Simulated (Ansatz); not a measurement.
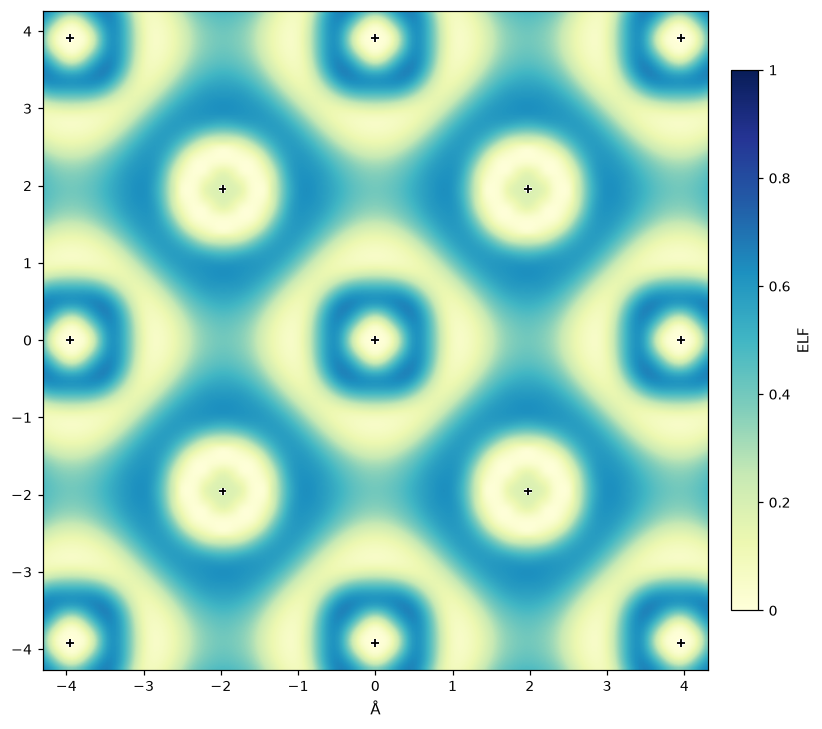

The ELF on a plane through atoms (crosses mark nuclei in the plane).

All numbers below come from Ansatz 0.2.0, Kohn-Sham DFT of a periodic cell, PBEsol, Ansatz PAW.

Candidates:
A. TiAl3, a = 3.96 Å, b = 3.96 Å, c = 3.92 Å, α = 90.00°, β = 90.00°, γ = 90.00°. Space group P4/mmm; a structure from a database of computed crystals, not necessarily the ambient phase.
B. TiO, a = 2.78 Å, b = 2.78 Å, c = 2.79 Å, α = 90.00°, β = 90.00°, γ = 120.00°. Space group P-6m2.

### Which candidate gave the map?

Candidate A: TiAl3 on the (100) plane of the conventional cell, which holds Ti and Al. Ti–Al (2.78 Å): the ELF is about 0.35 at the midpoint.
